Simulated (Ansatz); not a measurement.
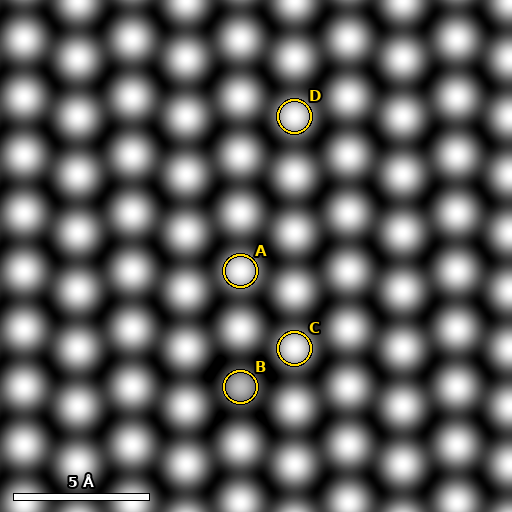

Z-contrast image of Mn (P6_3/mmc, No. 194) along [100]. Simulation: incoherent imaging, intensity Z^1.8 per atom, probe width 1.30 Å, thin sample. The probe carries 25 % of its weight in a tail 2.5 times as wide. The display is stretched by a gamma of 0.8; percentages refer to the linear signal.

The sample is 4 repeats (9.9 Å) thick. One point defect was put into the perfect crystal, without relaxing the atoms around it. Brightness is counted from the darkest point of the image. Host structure: the geometry relaxed at fixed volume with DFT PBE, spin-orbit coupling, plane waves, PAW in Ansatz 0.2.0; the starting structure was generated, so it need not be a known form of this composition.

Q: Which ringed column holds the defect, and does it scatter more or less than its equals?

B; it scatters less. The column holds 4 atoms (Mn) through the sample, and one Mn atom is missing, so its peak drops to about 70 % of that of its equals.
